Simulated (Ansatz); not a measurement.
# Nb in Ag(111), 2x2: scattering by a point defect

Aim: the resistance that Nb in Ag(111), 2x2 adds to the host.

Method: Ansatz plane-wave DFT, PBE, PAW files; ballistic transport by layer matching (Landauer), zero bias; PAW set soft_1, in Ansatz 0.2.0.

## (1) The structure

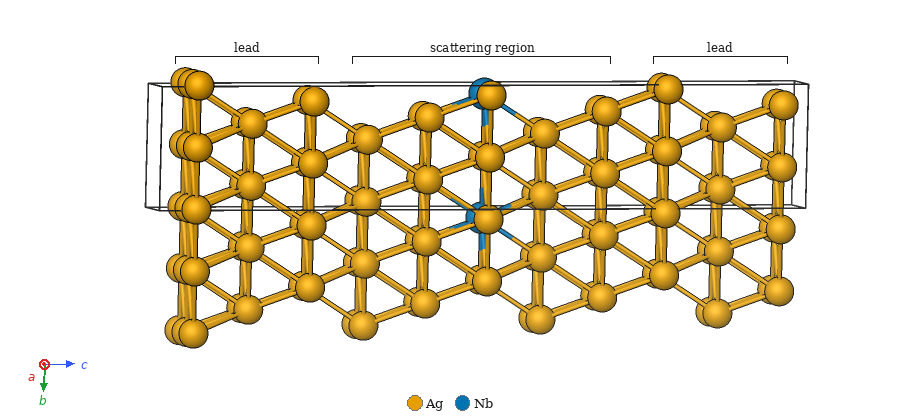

Start, viewed from the side, with the c axis across the page; silver orange, niobium blue. 1×2×1 cells are drawn. Some periodic images of atoms are drawn too.

The cell holds 44 atoms: 43 Ag and 1 Nb. Its edges and angles: a = 5.779 Å, b = 5.779 Å, c = 26.004 Å, α = 86.8°, β = 93.2°, γ = 120.0°. It derives from Ag. Regions: lead, 24 atoms (24 Ag); scattering region, 20 atoms (19 Ag and 1 Nb). The structure is stacked along c, and the current runs across the ab planes.

## (2) Transmission at ideal sites

The defect sits in one plane of the supercell, all atoms on ideal sites; the layers about the cell's end are the lead. The mesh across the current, 10×10, is finer than the density's, because channels open and close sharply across the zone. Energies from -0.1 to 0.1 eV in steps of 0.05 eV are too few for the program's thermal sum, so it prints no conductance; for a metal the transmission near the Fermi level serves, at a fraction of the cost.

The input, input.yaml:

```yaml
crystal:
  lattice:
    - [5.7787594586, 0.0, 0.0]
    - [-2.8893797293, 5.0045524935, 0.0]
    - [-1.4446898646, 0.8340920822, 25.9508553696]
  atoms:
    - { symbol: Ag, position: [0.0075757576, 0.9924242424, 0.0454545455] }
    - { symbol: Ag, position: [0.0075757576, 0.4924242424, 0.0454545455] }
    - { symbol: Ag, position: [0.5075757576, 0.9924242424, 0.0454545455] }
    - { symbol: Ag, position: [0.5075757576, 0.4924242424, 0.0454545455] }
    - { symbol: Ag, position: [0.1893939394, 0.3106060606, 0.1363636364] }
    - { symbol: Ag, position: [0.1893939394, 0.8106060606, 0.1363636364] }
    - { symbol: Ag, position: [0.6893939394, 0.3106060606, 0.1363636364] }
    - { symbol: Ag, position: [0.6893939394, 0.8106060606, 0.1363636364] }
    - { symbol: Ag, position: [0.3712121212, 0.1287878788, 0.2272727273] }
    - { symbol: Ag, position: [0.3712121212, 0.6287878788, 0.2272727273] }
    - { symbol: Ag, position: [0.8712121212, 0.1287878788, 0.2272727273] }
    - { symbol: Ag, position: [0.8712121212, 0.6287878788, 0.2272727273] }
    - { symbol: Ag, position: [0.053030303, 0.946969697, 0.3181818182] }
    - { symbol: Ag, position: [0.053030303, 0.446969697, 0.3181818182] }
    - { symbol: Ag, position: [0.553030303, 0.946969697, 0.3181818182] }
    - { symbol: Ag, position: [0.553030303, 0.446969697, 0.3181818182] }
    - { symbol: Ag, position: [0.2348484848, 0.2651515152, 0.4090909091] }
    - { symbol: Ag, position: [0.2348484848, 0.7651515152, 0.4090909091] }
    - { symbol: Ag, position: [0.7348484848, 0.2651515152, 0.4090909091] }
    - { symbol: Ag, position: [0.7348484848, 0.7651515152, 0.4090909091] }
    - { symbol: Nb, position: [0.4166666667, 0.0833333333, 0.5] }
    - { symbol: Ag, position: [0.4166666667, 0.5833333333, 0.5] }
    - { symbol: Ag, position: [0.9166666667, 0.0833333333, 0.5] }
    - { symbol: Ag, position: [0.9166666667, 0.5833333333, 0.5] }
    - { symbol: Ag, position: [0.0984848485, 0.9015151515, 0.5909090909] }
    - { symbol: Ag, position: [0.0984848485, 0.4015151515, 0.5909090909] }
    - { symbol: Ag, position: [0.5984848485, 0.9015151515, 0.5909090909] }
    - { symbol: Ag, position: [0.5984848485, 0.4015151515, 0.5909090909] }
    - { symbol: Ag, position: [0.2803030303, 0.2196969697, 0.6818181818] }
    - { symbol: Ag, position: [0.2803030303, 0.7196969697, 0.6818181818] }
    - { symbol: Ag, position: [0.7803030303, 0.2196969697, 0.6818181818] }
    - { symbol: Ag, position: [0.7803030303, 0.7196969697, 0.6818181818] }
    - { symbol: Ag, position: [0.4621212121, 0.0378787879, 0.7727272727] }
    - { symbol: Ag, position: [0.4621212121, 0.5378787879, 0.7727272727] }
    - { symbol: Ag, position: [0.9621212121, 0.0378787879, 0.7727272727] }
    - { symbol: Ag, position: [0.9621212121, 0.5378787879, 0.7727272727] }
    - { symbol: Ag, position: [0.1439393939, 0.8560606061, 0.8636363636] }
    - { symbol: Ag, position: [0.1439393939, 0.3560606061, 0.8636363636] }
    - { symbol: Ag, position: [0.6439393939, 0.8560606061, 0.8636363636] }
    - { symbol: Ag, position: [0.6439393939, 0.3560606061, 0.8636363636] }
    - { symbol: Ag, position: [0.3257575758, 0.1742424242, 0.9545454545] }
    - { symbol: Ag, position: [0.3257575758, 0.6742424242, 0.9545454545] }
    - { symbol: Ag, position: [0.8257575758, 0.1742424242, 0.9545454545] }
    - { symbol: Ag, position: [0.8257575758, 0.6742424242, 0.9545454545] }
kpoints:
  mp_grid: { grid: [4, 4, 1] }
hamiltonian:
  xc: pbe
  pseudopotentials: { kind: paw, azcp: { folder: soft_1 } }
scf:
  occupations: { method: fermi_dirac, width: 0.1 }
output:
  transmission: { leads: [[0, 4]], kmesh: [10, 10], e_range: [-0.1, 0.1], de: 0.05 }
  write_potential: true
  write_density: true
  volumetric_format: npy
  elf: true
```

Started as:

```bash
ansatz run input.yaml --threads 4 --pin off --max-ram 15360MiB --backend cpu --events-out ev --progress --plain --runs-dir out
```

Numbers of over 12 decimals in the logs are rounded to 6 here.

Output:

```text
Engine: ansatz 0.2.0, x86_64-unknown-linux-gnu
Pseudopotentials: kind: paw
Pseudopotential: Ag, paw, valence charge 19, recommended cutoff 420 eV (normal), soft_1/Ag.paw.azcp
Pseudopotential: Nb, paw, valence charge 13, recommended cutoff 420 eV (normal), soft_1/Nb.paw.azcp
Functional definition: PBE
  parameter kappa = 0.804
  parameter beta = 0.066725
  exchange = pbe_x(kappa = kappa, mu = beta*pi^2/3)
  correlation = pbe_c(beta = beta)
Crystal: 44 atoms, lattice volume = 750.501 Å³
Basis set: ecut = 420 eV, 14721 PW (Γ)
Bands: 498, of which v1, the nominal top of the filled ones, is band 415 counted from 1 (414 counted from 0)
Symmetry: 4 space group operations
Space group: C2/m (ITA 12), of the structure as read, at distance tolerance 9.1e-5 Å
k-points: 7 of 16
Non-local potential: Ag, projectors of the file, l = 0: 3, l = 1: 2, l = 2: 2, l = 3: 1
Non-local potential: Nb, projectors of the file, l = 0: 3, l = 1: 2, l = 2: 2, l = 3: 1
PAW form: soft (Blöchl's): semilocal exchange-correlation on the pseudo side does not see the compensation charge
PAW one-centre angular grid: Ag, 590 points (default); XC on 64 Gauss nodes
PAW one-centre angular grid: Nb, 590 points (default); XC on 64 Gauss nodes
Initial density: superposition of atomic densities (chi_scale 0.1, normalization cell, long waves 14 % of neutral atoms (reshape's long-wave potential 1.14 eV rms, cloud 3.09 Å wide))
Initial wavefunctions: pseudopotential atomic-orbital guess
Functional: x = pbe(κ = 0.804, μ = 0.219515), c = pbe(β = 0.066725)
SCF iter   1: F=—  HF=-330973.098443 eV  |F-HF|=—  |Δ(HF+E_count)|=         —  Δρ=9.60e-2  dr2=8.72e2  ethr=3.10e-3  ⟨swp⟩=4.1  Hψ=10423  notcnv=0  defer=164
preconditioner: auto → Kerker (q_TF=auto, 2.774 Å⁻¹)  [metal: Δε(μ)=0.013 eV  Ē_g=9.881 eV  σ=0.100 eV  W_gap=0.03  n_scr=292 (ndim 8)  ℏωp=29.6 eV  f_vac=0.000  D(μ)=12.96/eV (n_scr^D=74)]
SCF iter   2: F=—  HF=-330956.643627 eV  |F-HF|=—  |Δ(HF+E_count)|=    1.65e1  Δρ=4.84e-2  dr2=5.09e2  ethr=3.10e-3  ⟨swp⟩=2.6  Hψ=5707  notcnv=0  defer=422
SCF iter   3: F=—  HF=-330947.929452 eV  |F-HF|=—  |Δ(HF+E_count)|=    8.71e0  Δρ=2.15e-2  dr2=3.34e1  ethr=3.10e-3  ⟨swp⟩=2.4  Hψ=5040  notcnv=0  defer=419
SCF iter   4: F=—  HF=-330946.490194 eV  |F-HF|=—  |Δ(HF+E_count)|=    1.44e0  Δρ=7.34e-3  dr2=3.31e1  ethr=3.10e-3  ⟨swp⟩=1.7  Hψ=4066  notcnv=0  defer=414
SCF iter   5: F=—  HF=-330945.848644 eV  |F-HF|=—  |Δ(HF+E_count)|=   6.42e-1  Δρ=4.56e-3  dr2=1.58e0  ethr=3.10e-3  ⟨swp⟩=2.1  Hψ=3863  notcnv=0  defer=414
SCF iter   6: F=—  HF=-330945.828353 eV  |F-HF|=—  |Δ(HF+E_count)|=   2.03e-2  Δρ=1.89e-3  dr2=1.28e-1  ethr=1.90e-4  ⟨swp⟩=1.6  Hψ=4154  notcnv=0  defer=411
SCF iter   7: F=—  HF=-330945.820072 eV  |F-HF|=—  |Δ(HF+E_count)|=   8.28e-3  Δρ=6.91e-4  dr2=5.23e-2  ethr=1.54e-5  ⟨swp⟩=2.0  Hψ=3273  notcnv=0  defer=411
SCF iter   8: F=—  HF=-330945.819393 eV  |F-HF|=—  |Δ(HF+E_count)|=   6.79e-4  Δρ=1.66e-4  dr2=6.27e-4  ethr=6.31e-6  ⟨swp⟩=1.4  Hψ=3078  notcnv=0  defer=411
SCF iter   9: F=—  HF=-330945.819275 eV  |F-HF|=—  |Δ(HF+E_count)|=   1.17e-4  Δρ=5.62e-5  dr2=6.48e-5  ethr=7.55e-8  ⟨swp⟩=2.1  Hψ=5673  notcnv=0  defer=411
SCF iter  10: F=—  HF=-330945.820059 eV  |F-HF|=—  |Δ(HF+E_count)|=   7.84e-4  Δρ=1.52e-5  dr2=7.36e-6  ethr=7.80e-9  ⟨swp⟩=2.0  Hψ=4887  notcnv=0  defer=411
SCF iter  11: F=—  HF=-330945.820058 eV  |F-HF|=—  |Δ(HF+E_count)|=   8.24e-7  Δρ=7.06e-6  dr2=6.83e-7  ethr=8.87e-10  ⟨swp⟩=2.0  Hψ=3812  notcnv=0  defer=411
SCF iter  12: F=-330945.820058 eV  HF=-330945.820058 eV  |F-HF|=7.01e-8  |Δ(HF+E_count)|=   1.25e-7  Δρ=1.89e-6  dr2=8.65e-8  ethr=1.20e-11  ⟨swp⟩=10.0  Hψ=14510  notcnv=0
SCF 1 converged in 12 iterations: F = -330945.820058 eV  dr2 = 8.65e-8
  greatest PAW one-centre occupation: 1.002 electrons in one spin orbital (limit 2), on the Ag atom at site 22 (counted from 0), in its partial waves of l = 0
transmission: 106 of 1054 steps passed
transmission: 218 of 1054 steps passed
[...]
transmission: 1054 of 1054 steps passed
SCF converged after 12 iterations
Free energy (F): -330945.820058 eV
Harris-Foulkes:  -330945.820058 eV  (|F-HF|=7.01e-8)
Internal energy: -330945.191752 eV  (E = F + TS)
E sigma→0 (E₀):  -330945.505905 eV
Entropy (-TS):   -0.628306 eV (-14.280 meV/atom)
Fermi energy:    17.281717 eV
--- Per-component energies (eV) ---
  E_band       = -10211.610754
  E_kinetic    = 20488.035204
  E_local      = -90917.583481  (includes V_loc(G=0)·N_el)
  E_nonlocal   = 1454.606395
  E_hartree    = 44620.444546
  E_xc         = -7013.089228
  E_vxc        = -8868.780389  (∫ρ·V_xc dr)
  E_paw        = -173155.861653  (= ΣΔE_a)
  E_vpaw       = -21608.783916  (= ΣTr[D̂ρ^β])
  E_aug_tail   = 0.016161  (compensation charges beyond the density's cutoff)
  E_ewald      = -126421.759697
  E_smearing   = -0.628306  (= −TS)
  E_closure    = 0.000000  (closes the sum)
  Σ components = -330945.820058   (vs F -330945.820058, Δ=0.00e0)
--- Band table (eV; the first three rows and the last of 7) ---
  k-point 0: bands = [... 411 lower, 17.4889, 17.5019, 17.6475, 17.6930, 17.7159, 17.9032, 17.9956, 18.0305, ... 79 higher]
  k-point 1: bands = [... 411 lower, 16.9935, 17.0463, 17.1577, 17.2131, 17.3389, 17.3748, 17.4090, 17.5797, ... 79 higher]
  k-point 2: bands = [... 411 lower, 16.8690, 16.9949, 17.0397, 17.1749, 17.2094, 17.2177, 17.2803, 17.3419, ... 79 higher]
  k-point 6: bands = [... 411 lower, 16.9026, 16.9081, 17.0332, 17.0871, 17.1497, 17.2640, 17.4712, 17.4907, ... 79 higher]
--- Transmission ---
  basis      : 253 plane waves across, 34 finite elements along
  points     : 31, standing for a mesh of 10 x 10
  energies   : 5 from -0.100000 to 0.100000 eV about the Fermi level, 0.050000 eV apart; the leads are filled to 0.000000 eV, and channels, transmission and decay are at 0.000000 eV
  crystal 0  : Ag4, at the sites [0, 4], period 2.3592 Å, over 23.59 Å; its Hamiltonian steps by up to 16.1 meV
    offset         : up to 0.0000 Å between an atom of the period and one for which it stands
    channels       : 3.210000e0 a spin
    conductance    : none, the energies end too early or step too widely for 300 K: set another output.transmission.e_range or a lower de, or, where they end at an eighth of basis.ecutwfc, a higher one
  junction   : crystal 0 to crystal 0, 0.70 to 24.29 Å
    transmission   : 1.272200e0 a spin
    conductance    : none, the energies end too early or step too widely for 300 K: set another output.transmission.e_range or a lower de, or, where they end at an eighth of basis.ecutwfc, a higher one
```

Run time: 3.4 min. Hardware: 4 threads of Intel Xeon Platinum 8375C at 2.90GHz (Ice Lake), shared host; peak memory 6.3 GiB.

In the SCF lines HF is the Harris–Foulkes energy and dr2 the Hartree energy of the density residual, in eV; the loop may stop once dr2 is under the threshold and the program's other checks hold. Hψ counts applications of the Hamiltonian.

Numbers from this step:

| Quantity | Value |
| --- | --- |
| free energy | -330945.8201 eV |
| energy at zero smearing | -330945.5059 eV |
| Fermi energy | 17.28 eV |
| cell area | 28.92 Å² |
| transmission per spin nearest the Fermi level | 1.272 |
| open channels per spin nearest the Fermi level | 3.21 |
| step of the lead's potential | 16.1 meV |

Per spin. Table of transmission, zone mean by energy, zero at the Fermi level:

| energy (eV) | transmission, zone mean |
| --- | --- |
| -0.1000 | 1.36 |
| -0.0500 | 1.33 |
| 0.0000 | 1.27 |
| 0.0500 | 1.24 |
| 0.1000 | 1.25 |

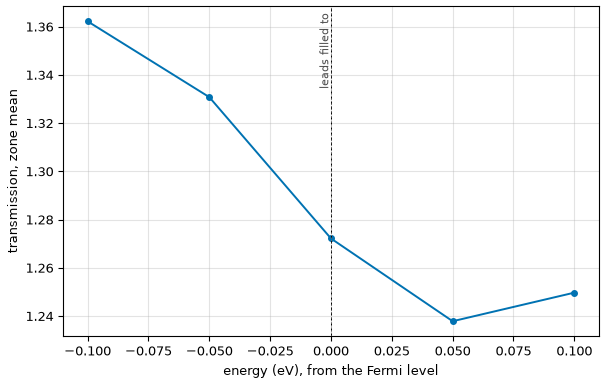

Transmission, zone mean, plotted against energy.

Per spin. The open channels, zone mean, lead stays at 3.21 for energy from -0.1 to 0.1 eV.

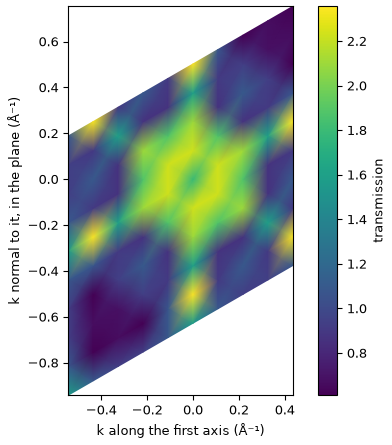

Transmission over k1 and k2. At 0.0000 eV from the Fermi level.

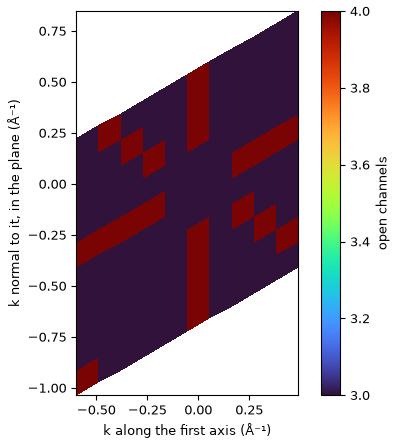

Open channels over k1 and k2. At 0.0000 eV from the Fermi level.

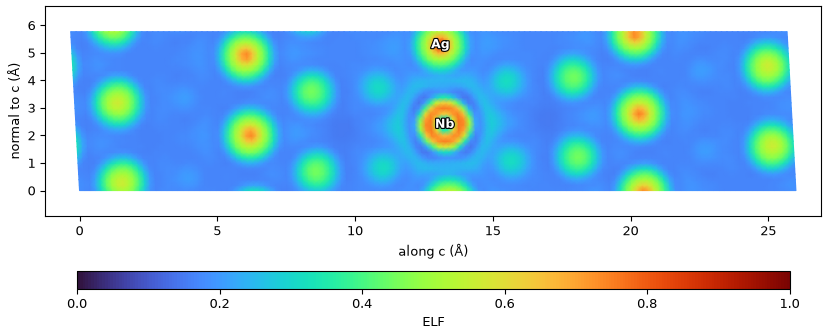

ELF in the ca plane at fractional y = 0.083, with atoms of Nb and Ag within 0.2 Å of it. It is the smooth field of the valence electrons, not physical close to the nuclei.

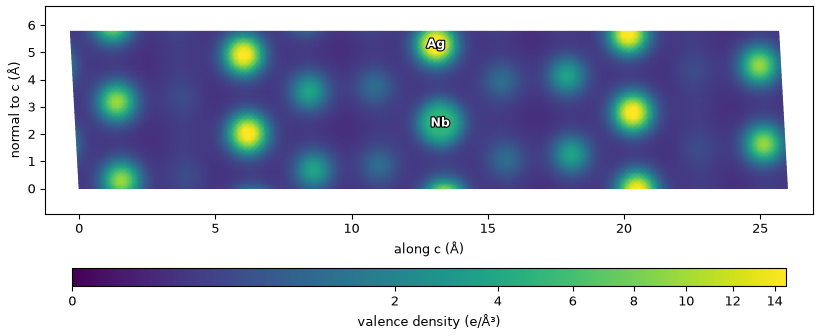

Valence density in the ca plane at fractional y = 0.083, with atoms of Nb and Ag within 0.2 Å of it. It is the smooth field of the valence electrons, not physical close to the nuclei. The colour scale is stretched toward low values.

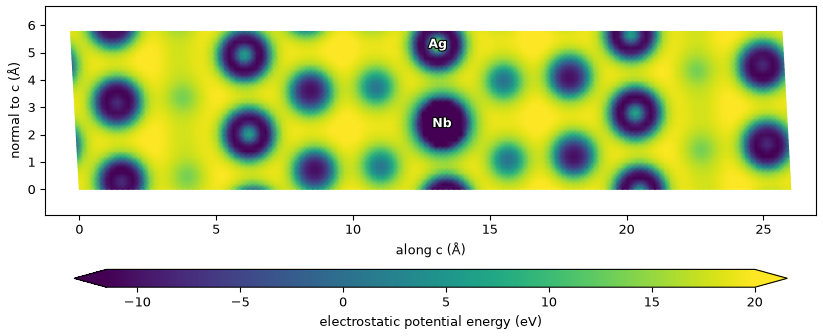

Electrostatic potential energy in the ca plane at fractional y = 0.083, with atoms of Nb and Ag within 0.2 Å of it. With pseudopotentials it is smooth inside the atoms' cores, unlike the true potential.

Over the solved energies the transmission per spin lies between 1.24 and 1.36, out of 3.21 channels of the lead on average (up to 3.21).

## (3) Resistance at ideal sites

This step: Ansatz plane-wave DFT, PBE, PAW files; ballistic transport by layer matching (Landauer), zero bias; area resistance of the defect plane and resistivity an atomic per cent; PAW set soft_1 (Ansatz 0.2.0).

This step gave:

```
area resistance                                                                                 : 1.753 fΩ m²
T over the leads' mean channel count                                                            : 0.3988
resistivity per at.% scaled from this dense plane, with the factor 3/4 for isotropic scattering : 22.29 µΩ cm
```

Averaged over the energies near the Fermi level, 39.9 % of the channels pass, which makes 1.75 fΩ m².

By hand, with T and the leads' channels N averaged over the energies near the Fermi level: RA = A (h/2e²)(1/T − 1/N) = 28.92×10⁻²⁰ m² × 12 906 Ω × (1/1.280 − 1/3.210) = 1.75 fΩ m². Per atomic per cent: RA × A / V_atom × 0.01 × 3/4 = 22.3 µΩ cm, with the host's V_atom = 17.06 Å³.

## (4) Results

* share of channels that pass, rigid: 0.399
* area resistance, rigid: 1.75 fΩ m²
* resistivity per at.% from the area resistance, times 3/4, rigid: 22.3 µΩ cm

The plane of defects adds 1.8 fΩ m². Scaled to one atomic per cent that is 30 µΩ cm as it stands and 22 with the factor 3/4 for isotropic scattering on a spherical Fermi surface; with the reflection in place of the resistance taken as linear in the density it would be 8.9. These are rough estimates of the dilute value, not bounds. One Nb in each 2x2 cell reflects 60 % of the lead's channels. The defects form a dense periodic sheet that scatters coherently, unlike a dilute random alloy. T and N are means over the solved energies nearest the Fermi level.

[Logs are printed without paths, hosts, clocks, repeated set-up lines and the standing remarks that a program may print on its own settings, such as how far it seeks lower states.]

[Hosts, paths, dates, database ids (printed as entryN), source tags and the programs' standing remarks are cut or masked in the printed files.]
